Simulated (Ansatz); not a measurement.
**wB97X/STO-3G run of CHF3 (trifluoromethane)**

Aim: the electronic atomisation energy of CHF3 (trifluoromethane) at wB97X/STO-3G, from 4 runs. 

Program for the calculation: Ansatz 0.2.0.

55 further runs of the same task are left out: 7 that didn't finish, 48 set aside as unsound or not needed.

## Step 1: The structure to begin with

CHF3: 5 atoms, total charge 0, spin state singlet. SMILES: `FC(F)F`. The coordinates come from a GFN2-xTB relaxation.

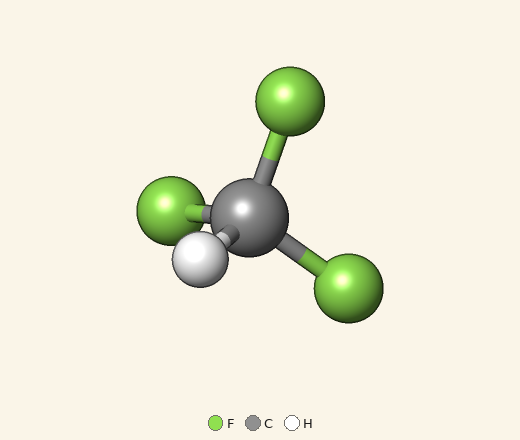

Viewed from a chosen angle; fluorine green, carbon grey, hydrogen white.

## Step 2: The energy at wB97X/STO-3G

File input.yaml:

```yaml
crystal:
  periodic: [false, false, false]
  atoms:
    - {symbol: F, position_ang: [-0.667670, -0.332390, 1.075060]}
    - {symbol: C, position_ang: [0.018950, 0.054610, 0.006800]}
    - {symbol: F, position_ang: [1.042420, -0.774930, -0.157420]}
    - {symbol: F, position_ang: [-0.771270, -0.038770, -1.056390]}
    - {symbol: H, position_ang: [0.377570, 1.091490, 0.131950]}
basis:
  gaussian: {orbitals: STO-3G}
hamiltonian: {xc: {name: wB97X}}
accuracy: high
```

Started as:

```console
$ ansatz run input.yaml --threads 1 --pin off --max-ram 2610MiB --events-out events.jsonl --progress --plain --runs-dir runs
```

Output:

```text
Warning: RAYON_NUM_THREADS=1 ignored (pool sized by the plan → 1); use --threads N
Functional definition: wB97X
  name "wB97X"
  parameter omega = 0.3/bohr
  parameter cx = 0.157706
  parameter cx1 = 0.726479
  parameter cx2 = 1.04760
  parameter cx3 = -5.70635
  parameter cx4 = 13.2794
  parameter css1 = -4.33879
  parameter css2 = 18.2308
  parameter css3 = -31.7430
  parameter css4 = 17.2901
  parameter cos1 = 2.37031
  parameter cos2 = -11.3995
  parameter cos3 = 6.58405
  parameter cos4 = -3.78132
  exchange = spin_sum(e_x_unif_sr(omega)*poly(b97_u_x, 1 - cx, cx1, cx2, cx3, cx4)) + cx*exact_x_sr(omega)
      + exact_x_lr(omega)
  correlation = spin_sum(e_c_pw_same_spin*poly(b97_u_same, 1, css1, css2, css3, css4))
      + integral(e_c_pw_opposite_spin*poly(b97_u_opposite, 1, cos1, cos2, cos3, cos4))
395 factors; integrals over basis functions are off by at most 3.5e-8 eV
143 factors; integrals over basis functions are off by at most 6.5e-10 eV
mean field evaluation 1: about -9067.4004 eV, gradient 3.4e1 eV
mean field evaluation 2: about -9070.1486 eV, gradient 1.9e1 eV
mean field evaluation 4: about -9071.0440 eV, gradient 8.6e-2 eV
mean field evaluation 8: about -9071.0381 eV, gradient 5.2e-4 eV
mean field evaluation 16: about -9071.0381 eV, gradient 1.8e-8 eV
mean field -9071.03810368 eV, -333.3545017397 hartree, gradient 1.9e-8 eV, S^2 0.000000; 0 other end points of the search recorded, 0 dependent functions left out
reference -9071.03810278 eV, -333.3545017069 hartree; 17, 17 occupied and 4, 4 virtual orbitals, 395 factors
Total energy: -9071.03810278 eV, -333.3545017069 hartree
```

It took 5.4 s on 1 thread of Arm Neoverse V1, shared host; peak memory 0.24 GiB.

## Step 3: The C atom at the same level

File run.yaml:

```yaml
crystal:
  periodic: [false, false, false]
  atoms:
    - {symbol: C, position_ang: [0.000000, 0.000000, 0.000000]}
basis:
  gaussian: {orbitals: STO-3G}
magnetization: {spin_polarized: true, initial_magnetization: 2}
hamiltonian: {xc: {name: wB97X}}
accuracy: high
```

Run the same way, it converges to -37.34788 Eh (log not shown).

## Step 4: The F atom at the same level

File molecule.yaml:

```yaml
crystal:
  periodic: [false, false, false]
  atoms:
    - symbol: F
      position_ang: [0.000000, 0.000000, 0.000000]
basis:
  gaussian: {orbitals: STO-3G}
magnetization: {spin_polarized: true, initial_magnetization: 1}
accuracy: high
hamiltonian: {xc: {name: wB97X}}
```

Run the same way, it converges to -98.27280 Eh (log not shown).

## Step 5: The H atom at the same level

File in.yaml:

```yaml
basis:
  gaussian: {orbitals: STO-3G}
crystal:
  periodic: [false, false, false]
  atoms:
    - {symbol: H, position_ang: [0.000000, 0.000000, 0.000000]}
hamiltonian: {xc: {name: wB97X}}
magnetization: {spin_polarized: true, initial_magnetization: 1}
accuracy: high
```

Run the same way, it converges to -0.46692 Eh (log not shown).

## Step 6: Summary of results

Level: wB97X/STO-3G.

| quantity | value |
| --- | --- |
| molecule: total energy | -333.35450 Eh |
| C atom: total energy | -37.34788 Eh |
| C atom: ⟨S²⟩ | 2.000 |
| F atom: total energy | -98.27280 Eh |
| F atom: ⟨S²⟩ | 0.750 |
| H atom: total energy | -0.46692 Eh |
| H atom: ⟨S²⟩ | 0.750 |
| electronic atomisation energy | 19.628 eV |

What this shows: Taking the molecule apart into free atoms costs 19.63 eV (1894 kJ/mol), before zero-point energy and without spin-orbit coupling. In a minimal basis such a difference can be off by several eV, whatever the method.
